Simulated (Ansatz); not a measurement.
## Run report: SiC, geometry relaxation (part 1 of 2)

- system: SiC (P6₃mc, 12 atoms in the cell)
- method: DFT PBE, scalar-relativistic, plane waves, PAW, no spin polarisation (Ansatz 0.2.0)

The structure derives from an entry of the Crystallography Open Database. Figures and captions count atoms from 1; the log counts them from 0 in places.

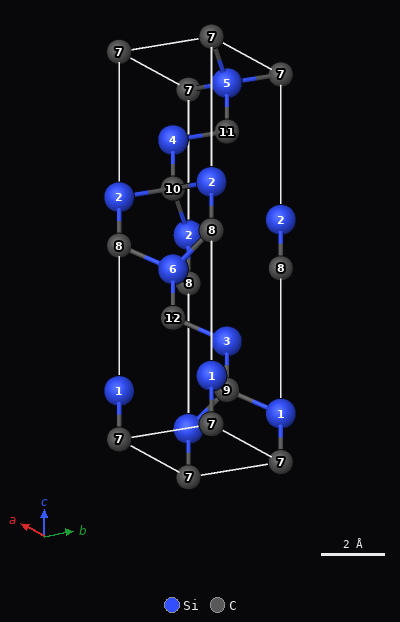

Fig. 1: The starting structure (ball-and-stick view of the cell of the calculation, seen at an oblique angle; atoms are numbered from 1 in the order of the input). Near neighbours in the crystal (not all of them lie inside the picture): Si has 4 C at 1.90 Å; C has 4 Si at 1.90 Å.

**Summary**

```tsv
quantity	value
outcome	converged
space group (tolerance 0.01 Å)	P6₃mc (186)
electrons treated	48
free energy	−5322.9695 eV
Fermi energy	10.367 eV
gap on the k-point mesh	2.02 eV
pressure	0.23 GPa
final volume	125.85 Å³
largest force (length of the vector) at the end	0.005 eV/Å
final cell	a = 3.094 Å, b = 3.094 Å, c = 15.181 Å, α = 90.00°, β = 90.00°, γ = 120.00°
hardware	4 threads of AMD EPYC (Zen 3), 189 GiB of memory available, shared host
wall time	98 s (CPU time 4.8 min)
peak memory	0.58 GiB
```

**The input**
```yaml
crystal:
  lattice:
    - [3.095, 0.0, 0.0]
    - [-1.5475, 2.6803486247, 0.0]
    - [0.0, 0.0, 15.17]
  atoms:
    - { symbol: Si, position: [0.0, 0.0, 0.125] }
    - { symbol: Si, position: [0.0, 0.0, 0.625] }
    - { symbol: Si, position: [0.3333333333, 0.6666666667, 0.2917] }
    - { symbol: Si, position: [0.6666666667, 0.3333333333, 0.7917] }
    - { symbol: Si, position: [0.3333333333, 0.6666666667, 0.9583] }
    - { symbol: Si, position: [0.6666666667, 0.3333333333, 0.4583] }
    - { symbol: C, position: [0.0, 0.0, 0.0] }
    - { symbol: C, position: [0.0, 0.0, 0.5] }
    - { symbol: C, position: [0.3333333333, 0.6666666667, 0.1667] }
    - { symbol: C, position: [0.6666666667, 0.3333333333, 0.6667] }
    - { symbol: C, position: [0.3333333333, 0.6666666667, 0.8333] }
    - { symbol: C, position: [0.6666666667, 0.3333333333, 0.3333] }
basis:
  ecutwfc: 420
  ecutrho_ratio: 4
kpoints:
  mp_grid: { grid: [12, 12, 4] }
hamiltonian:
  xc: pbe
scf:
  occupations: { method: gaussian, width: 0.05 }
output:
  forces: true
  stress: true
  eigenvalues: true
relax:
  f_tol: 0.01
  max_steps: 40
  cell: { stress_tol: 0.1, fix: [volume] }
```

Launched with:
```bash
ansatz run input.yaml --threads 4 --pin off --max-ram 10240MiB --backend cpu --events-out ev --progress --plain --runs-dir out
```

**Output**
```
Engine: ansatz 0.2.0, x86_64-unknown-linux-gnu
Pseudopotentials: kind: paw
Pseudopotential: Si, paw, valence charge 4, recommended cutoff 420 eV (normal), Si.paw.azcp
Pseudopotential: C, paw, valence charge 4, recommended cutoff 420 eV (normal), C.paw.azcp
Functional definition: PBE
  parameter kappa = 0.804
  parameter beta = 0.06672455060314922
  exchange = pbe_x(kappa = kappa, mu = beta*pi^2/3)
  correlation = pbe_c(beta = beta)
Crystal: 12 atoms, lattice volume = 125.845 Å³
Basis set: ecut = 420 eV, 2451 PW (Γ), exchange–correlation on 48×48×216 points (8 copies of the dense FFT grid, shifted against one another)
Bands: 36, of which v1, the nominal top of the filled ones, is band 24 counted from 1 (23 counted from 0)
Symmetry: 12 space group operations
Space group: P63mc (ITA 186), of the structure as read, at distance tolerance 5.0e-5 Å
k-points: 57 of 576 (time reversal used)
Non-local potential: Si, projectors of the file, l = 0: 2, l = 1: 2, l = 2: 2
Non-local potential: C, projectors of the file, l = 0: 2, l = 1: 2, l = 2: 1
PAW form: soft (Blöchl's): semilocal exchange-correlation on the pseudo side does not see the compensation charge
PAW one-centre angular grid: Si, 110 points (default); XC on 64 Gauss nodes
PAW one-centre angular grid: C, 110 points (default); XC on 64 Gauss nodes
Initial density: superposition of atomic densities (neutral atoms: chi_scale 0, normalization atom), corrected by the library's trained network
Initial wavefunctions: pseudopotential atomic-orbital guess
Functional: x = pbe(κ = 0.804, μ = 0.2195149727645171), c = pbe(β = 0.06672455060314922)
SCF iter   1: F=—  HF=-5322.968750 eV  |F-HF|=—  |Δ(HF+E_count)|=         —  Δρ=2.74e-3  dr2=1.01e-2  ethr=1.77e-3  ⟨swp⟩=6.6  Hψ=10657  notcnv=0  defer=54
preconditioner: auto → none  [insulator: Δε(μ)=1.990 eV  Ē_g=11.842 eV  σ=0.050 eV  W_gap=1.00  n_scr=10 (ndim 8)  ℏωp=22.9 eV  f_vac=0.000  D(μ)=0.00/eV (n_scr^D=0)  ε∞_Penn≈4.8]
SCF iter   2: F=—  HF=-5322.968237 eV  |F-HF|=—  |Δ(HF+E_count)|=   5.13e-4  Δρ=7.24e-4  dr2=3.12e-4  ethr=2.11e-5  ⟨swp⟩=2.3  Hψ=3753  notcnv=0  defer=150
SCF iter   3: F=—  HF=-5322.968551 eV  |F-HF|=—  |Δ(HF+E_count)|=   3.14e-4  Δρ=2.93e-4  dr2=4.51e-5  ethr=6.49e-7  ⟨swp⟩=2.5  Hψ=3128  notcnv=0  defer=150
SCF iter   4: F=—  HF=-5322.968512 eV  |F-HF|=—  |Δ(HF+E_count)|=   3.83e-5  Δρ=4.87e-5  dr2=7.42e-6  ethr=9.40e-8  ⟨swp⟩=2.0  Hψ=2993  notcnv=0  defer=150
SCF iter   5: F=—  HF=-5322.968512 eV  |F-HF|=—  |Δ(HF+E_count)|=   2.95e-8  Δρ=1.44e-5  dr2=1.63e-7  ethr=1.55e-8  ⟨swp⟩=2.1  Hψ=2649  notcnv=0  defer=150
SCF iter   6: F=-5322.968513 eV  HF=-5322.968513 eV  |F-HF|=5.13e-9  |Δ(HF+E_count)|=   3.05e-7  Δρ=2.91e-6  dr2=7.67e-9  ethr=2.08e-10  ⟨swp⟩=10.6  Hψ=10090  notcnv=0
SCF 1 converged in 6 iterations: F = -5322.968513 eV  dr2 = 7.67e-9
  greatest PAW one-centre occupation: 0.644 electrons in one spin orbital (limit 2), on the C atom at site 7 (counted from 0), in its partial waves of l = 0
relax step   1: F+E_penalty+E_count = -5322.96851278 eV  Δ(F+E_penalty+E_count) = +0.000e0 eV  max|allowed force component| = 1.414e-1 eV/Å  Δτ_max = 0.0000 Å  P = +0.234 GPa  Ω = 125.845 Å³  fix = [volume]  reactions: volume +0.234 GPa  (6 SCF iters, dr2 threshold 1.00e-7 eV, accepted)
Initial density: handed on by an earlier stage of this run
Initial wavefunctions: those handed on with the density
iter 1 solved again at ethr=5.79e-7 eV; its pass at ethr=3.10e-3 eV (dr2=2.78e-4 eV) is discarded
SCF iter   1: F=—  HF=-5322.969476 eV  |F-HF|=—  |Δ(HF+E_count)|=         —  Δρ=3.98e-4  dr2=3.08e-4  ethr=5.79e-7  ⟨swp⟩=2.7  Hψ=8274  notcnv=0
preconditioner: auto → none  [insulator: Δε(μ)=2.019 eV  Ē_g=11.853 eV  σ=0.050 eV  W_gap=1.00  n_scr=10 (ndim 8)  ℏωp=22.9 eV  f_vac=0.000  D(μ)=0.00/eV (n_scr^D=0)  ε∞_Penn≈4.7]
SCF iter   2: F=—  HF=-5322.969269 eV  |F-HF|=—  |Δ(HF+E_count)|=   2.06e-4  Δρ=1.24e-4  dr2=3.10e-5  ethr=5.79e-7  ⟨swp⟩=2.1  Hψ=2962  notcnv=0
SCF iter   3: F=—  HF=-5322.969263 eV  |F-HF|=—  |Δ(HF+E_count)|=   6.62e-6  Δρ=6.54e-5  dr2=2.70e-6  ethr=6.45e-8  ⟨swp⟩=2.3  Hψ=2808  notcnv=0
iter 4 did not close the SCF: its close was put off for the readings that it lacked (scf_convergence_deferred on its scf_iter line)
SCF iter   4: F=-5322.969262 eV  HF=-5322.969262 eV  |F-HF|=1.22e-8  |Δ(HF+E_count)|=   3.02e-7  Δρ=1.85e-5  dr2=1.92e-7  ethr=5.62e-9  ⟨swp⟩=2.4  Hψ=3336  notcnv=0
iter 5 did not close the SCF: its close was put off for the readings that it lacked (scf_convergence_deferred on its scf_iter line)
SCF iter   5: F=-5322.969262 eV  HF=-5322.969262 eV  |F-HF|=1.70e-9  |Δ(HF+E_count)|=   1.59e-8  Δρ=3.56e-6  dr2=8.81e-9  ethr=4.00e-10  ⟨swp⟩=2.2  Hψ=3392  notcnv=0
SCF iter   6: F=-5322.969262 eV  HF=-5322.969262 eV  |F-HF|=7.24e-10  |Δ(HF+E_count)|=   1.46e-9  Δρ=5.76e-7  dr2=9.37e-10  ethr=1.84e-11  ⟨swp⟩=3.1  Hψ=6840  notcnv=0
SCF 2 converged in 6 iterations: F = -5322.969262 eV  dr2 = 9.37e-10
  greatest PAW one-centre occupation: 0.644 electrons in one spin orbital (limit 2), on the C atom at site 6 (counted from 0), in its partial waves of l = 0
relax step   2: F+E_penalty+E_count = -5322.96926238 eV  Δ(F+E_penalty+E_count) = -7.496e-4 eV  max|allowed force component| = 7.065e-2 eV/Å  Δτ_max = 0.0026 Å  P = +0.233 GPa  Ω = 125.845 Å³  energy of the carried Pulay correction = +3.291e-15 eV  fix = [volume]  reactions: volume +0.233 GPa  (6 SCF iters, dr2 threshold 1.20e-6 eV, accepted)
iter 1 solved again at ethr=3.19e-7 eV; its pass at ethr=3.10e-3 eV (dr2=1.53e-4 eV) is discarded
SCF iter   1: F=—  HF=-5322.969684 eV  |F-HF|=—  |Δ(HF+E_count)|=         —  Δρ=2.82e-4  dr2=1.68e-4  ethr=3.19e-7  ⟨swp⟩=2.0  Hψ=7455  notcnv=0
preconditioner: auto → none  [insulator: Δε(μ)=2.023 eV  Ē_g=11.853 eV  σ=0.050 eV  W_gap=1.00  n_scr=10 (ndim 8)  ℏωp=22.9 eV  f_vac=0.000  D(μ)=0.00/eV (n_scr^D=0)  ε∞_Penn≈4.7]
SCF iter   2: F=—  HF=-5322.969511 eV  |F-HF|=—  |Δ(HF+E_count)|=   1.73e-4  Δρ=8.39e-5  dr2=1.43e-5  ethr=3.19e-7  ⟨swp⟩=2.2  Hψ=2897  notcnv=0
SCF iter   3: F=—  HF=-5322.969508 eV  |F-HF|=—  |Δ(HF+E_count)|=   3.16e-6  Δρ=4.37e-5  dr2=1.28e-6  ethr=2.99e-8  ⟨swp⟩=2.4  Hψ=2915  notcnv=0
iter 4 did not close the SCF: its close was put off for the readings that it lacked (scf_convergence_deferred on its scf_iter line)
SCF iter   4: F=-5322.969507 eV  HF=-5322.969507 eV  |F-HF|=5.27e-10  |Δ(HF+E_count)|=   1.16e-7  Δρ=1.28e-5  dr2=9.53e-8  ethr=2.67e-9  ⟨swp⟩=2.3  Hψ=3301  notcnv=0
iter 5 did not close the SCF: its close was put off for the readings that it lacked (scf_convergence_deferred on its scf_iter line)
SCF iter   5: F=-5322.969508 eV  HF=-5322.969508 eV  |F-HF|=2.54e-9  |Δ(HF+E_count)|=   1.21e-8  Δρ=2.31e-6  dr2=5.72e-9  ethr=1.99e-10  ⟨swp⟩=2.3  Hψ=3405  notcnv=0
SCF iter   6: F=-5322.969508 eV  HF=-5322.969508 eV  |F-HF|=1.78e-10  |Δ(HF+E_count)|=  1.26e-10  Δρ=3.73e-7  dr2=2.85e-10  ethr=1.19e-11  ⟨swp⟩=3.6  Hψ=6843  notcnv=0
SCF 3 converged in 6 iterations: F = -5322.969508 eV  dr2 = 2.85e-10
relax step   3: F+E_penalty+E_count = -5322.96950751 eV  Δ(F+E_penalty+E_count) = -2.451e-4 eV  max|allowed force component| = 1.768e-2 eV/Å  Δτ_max = 0.0021 Å  P = +0.234 GPa  Ω = 125.845 Å³  energy of the carried Pulay correction = +3.291e-15 eV  fix = [volume]  reactions: volume +0.234 GPa  (6 SCF iters, dr2 threshold 3.12e-7 eV, accepted)
iter 1 solved again at ethr=1.27e-8 eV; its pass at ethr=3.10e-3 eV (dr2=6.11e-6 eV) is discarded
SCF iter   1: F=—  HF=-5322.969668 eV  |F-HF|=—  |Δ(HF+E_count)|=         —  Δρ=8.05e-5  dr2=7.28e-6  ethr=1.27e-8  ⟨swp⟩=2.5  Hψ=8368  notcnv=0
preconditioner: auto → none  [insulator: Δε(μ)=2.025 eV  Ē_g=11.853 eV  σ=0.050 eV  W_gap=1.00  n_scr=10 (ndim 8)  ℏωp=22.9 eV  f_vac=0.000  D(μ)=0.00/eV (n_scr^D=0)  ε∞_Penn≈4.7]
SCF iter   2: F=—  HF=-5322.969535 eV  |F-HF|=—  |Δ(HF+E_count)|=   1.33e-4  Δρ=2.72e-5  dr2=6.45e-7  ethr=1.27e-8  ⟨swp⟩=2.3  Hψ=3231  notcnv=0
SCF iter   3: F=—  HF=-5322.969534 eV  |F-HF|=—  |Δ(HF+E_count)|=   1.92e-7  Δρ=5.86e-6  dr2=4.80e-8  ethr=1.34e-9  ⟨swp⟩=2.5  Hψ=3299  notcnv=0
iter 4 did not close the SCF: its close was put off for the readings that it lacked (scf_convergence_deferred on its scf_iter line)
SCF iter   4: F=-5322.969534 eV  HF=-5322.969534 eV  |F-HF|=2.55e-9  |Δ(HF+E_count)|=   6.38e-9  Δρ=2.39e-6  dr2=6.01e-9  ethr=9.99e-11  ⟨swp⟩=2.4  Hψ=2952  notcnv=0
iter 5 did not close the SCF: its close was put off for the readings that it lacked (scf_convergence_deferred on its scf_iter line)
SCF iter   5: F=-5322.969534 eV  HF=-5322.969534 eV  |F-HF|=2.73e-11  |Δ(HF+E_count)|=  3.78e-10  Δρ=7.10e-7  dr2=3.22e-10  ethr=1.25e-11  ⟨swp⟩=2.2  Hψ=3024  notcnv=0
SCF iter   6: F=-5322.969534 eV  HF=-5322.969534 eV  |F-HF|=1.82e-12  |Δ(HF+E_count)|=  3.55e-11  Δρ=1.28e-7  dr2=9.50e-12  ethr=1.00e-12  ⟨swp⟩=1.9  Hψ=5874  notcnv=0
SCF 4 converged in 6 iterations: F = -5322.969534 eV  dr2 = 9.50e-12
relax step   4: F+E_penalty+E_count = -5322.96953437 eV  Δ(F+E_penalty+E_count) = -2.686e-5 eV  max|allowed force component| = 4.871e-3 eV/Å  Δτ_max = 0.0004 Å  P = +0.235 GPa  Ω = 125.845 Å³  energy of the carried Pulay correction = +6.583e-15 eV  fix = [volume]  reactions: volume +0.235 GPa  (6 SCF iters, dr2 threshold 1.95e-8 eV, accepted)
Initial wavefunctions: pseudopotential atomic-orbital guess (no wavefunctions were taken with the density)
iter 1 solved again at ethr=8.97e-8 eV; its pass at ethr=3.10e-3 eV (dr2=4.31e-5 eV) is discarded
SCF iter   1: F=—  HF=-5322.969667 eV  |F-HF|=—  |Δ(HF+E_count)|=         —  Δρ=5.20e-6  dr2=9.83e-9  ethr=8.97e-8  ⟨swp⟩=3.2  Hψ=16405  notcnv=0
eigensolver tolerance schedule: the retry pair's looser diagonalisation over-reported the residual by 4376.94 of it (diagonalisation noise at 0.15 of the residual, at the tolerance the schedule requests for it); recorded, not acted on — ethr = c·dr2/N_el stays at c = 1.0e-1
preconditioner: auto → none  [insulator: Δε(μ)=2.024 eV  Ē_g=11.853 eV  σ=0.050 eV  W_gap=1.00  n_scr=10 (ndim 8)  ℏωp=22.9 eV  f_vac=0.000  D(μ)=0.00/eV (n_scr^D=0)  ε∞_Penn≈4.7]
SCF iter   2: F=—  HF=-5322.969536 eV  |F-HF|=—  |Δ(HF+E_count)|=   1.31e-4  Δρ=3.04e-6  dr2=4.00e-9  ethr=2.05e-11  ⟨swp⟩=3.0  Hψ=4604  notcnv=0
SCF iter   3: F=—  HF=-5322.969536 eV  |F-HF|=—  |Δ(HF+E_count)|=   1.01e-9  Δρ=2.13e-6  dr2=1.58e-9  ethr=8.34e-12  ⟨swp⟩=1.0  Hψ=2052  notcnv=0
iter 4 did not close the SCF: its close was put off for the readings that it lacked (scf_convergence_deferred on its scf_iter line)
SCF iter   4: F=-5322.969536 eV  HF=-5322.969536 eV  |F-HF|=2.09e-11  |Δ(HF+E_count)|=   1.98e-9  Δρ=3.03e-7  dr2=7.39e-11  ethr=3.29e-12  ⟨swp⟩=2.3  Hψ=3346  notcnv=0
iter 5 did not close the SCF: its close was put off for the readings that it lacked (scf_convergence_deferred on its scf_iter line)
SCF iter   5: F=-5322.969536 eV  HF=-5322.969536 eV  |F-HF|=5.46e-12  |Δ(HF+E_count)|=  6.37e-12  Δρ=2.16e-7  dr2=3.09e-11  ethr=1.00e-12  ⟨swp⟩=1.0  Hψ=2052  notcnv=0
iter 6 did not close the SCF: its close was put off for the readings that it lacked (scf_convergence_deferred on its scf_iter line)
SCF iter   6: F=-5322.969536 eV  HF=-5322.969536 eV  |F-HF|=1.82e-12  |Δ(HF+E_count)|=  3.64e-12  Δρ=1.12e-7  dr2=7.09e-12  ethr=1.00e-12  ⟨swp⟩=1.0  Hψ=2052  notcnv=0
iter 7 did not close the SCF: its close was put off for the readings that it lacked (scf_convergence_deferred on its scf_iter line)
SCF iter   7: F=-5322.969536 eV  HF=-5322.969536 eV  |F-HF|=9.09e-13  |Δ(HF+E_count)|=  1.82e-12  Δρ=6.93e-8  dr2=2.69e-12  ethr=1.00e-12  ⟨swp⟩=1.0  Hψ=2052  notcnv=0
SCF iter   8: F=-5322.969536 eV  HF=-5322.969536 eV  |F-HF|=1.82e-12  |Δ(HF+E_count)|=    0.00e0  Δρ=3.44e-8  dr2=6.40e-13  ethr=1.00e-12  ⟨swp⟩=1.6  Hψ=4724  notcnv=0
SCF 5 converged in 8 iterations: F = -5322.969536 eV  dr2 = 6.40e-13
relax step   5: F+E_penalty+E_count = -5322.96953557 eV  Δ(F+E_penalty+E_count) = -1.205e-6 eV  max|allowed force component| = 4.874e-3 eV/Å  Δτ_max = 0.0000 Å  P = +0.235 GPa  Ω = 125.845 Å³  fix = [volume]  reactions: volume +0.235 GPa  stress off target by 3.92e-3 GPa on what of the cell is left free  SCF on the basis re-selected at this cell (its energy is not comparable with the rows above)  (8 SCF iters)
```

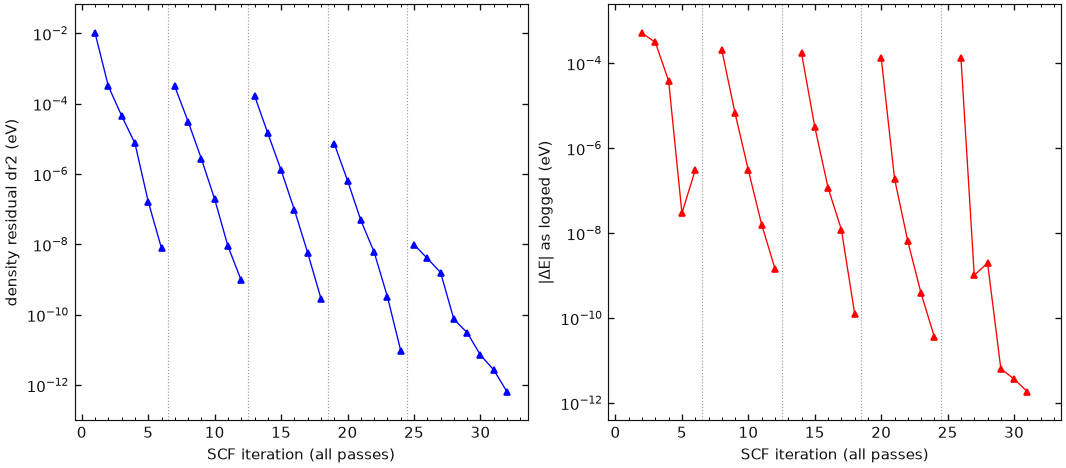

Fig. 2: Convergence of the self-consistent field: density residual dr2 and size of the energy change against the SCF iteration. The dotted lines part the SCF passes of the relaxation: geometry steps, rejected trials and re-solves on a re-selected basis. The 5 passes take 6 to 8 iterations each, 32 in all.
